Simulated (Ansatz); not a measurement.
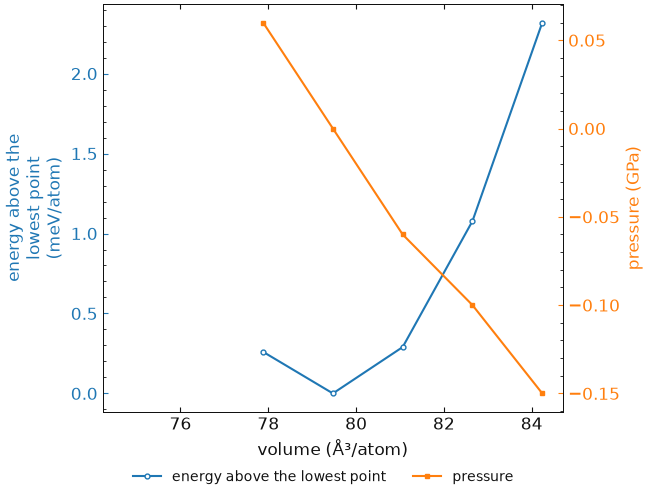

Plotted: energy above the lowest point and pressure against volume for K, space group Pm-3m (No. 221) (one of a set of cubic test structures, which need not be the stable phase).

How it was computed, with Ansatz 0.2.0 development build: equation of state of a cubic crystal from periodic Kohn-Sham density functional theory without spin, third-order Birch-Murnaghan fit to the free energies; pressure corrected for the finite basis. Level: PBE.

| setting | value |
| --- | --- |
| structure type | simple cubic |
| atoms in cell | 1 |
| space group number | 221 |
| lattice centring | simple cubic |
| k mesh | 13×13×13 |
| occupation method | Fermi–Dirac |
| occupation width | 0.06123 eV |
| wave cutoff | 390 eV |
| datasets | hand-made PAW |
| density tolerance | 1e−09 eV |
| bands | 9 |
| density cutoff ratio | 4 |
| search for lower states | default |

The points at volume 74.70 Å³/atom and 76.29 Å³/atom are left out of the plot. What values does the calculation give there?

```json
{"volume (Å³/atom)": "74.70", "energy above the lowest point (meV/atom)": "2.644", "pressure (GPa)": "0.19"}
{"volume (Å³/atom)": "76.29", "energy above the lowest point (meV/atom)": "1.119", "pressure (GPa)": "0.12"}
```

Keep in mind: cubic model structure, not the ambient form; modest k-mesh, values are not fully converged in k.
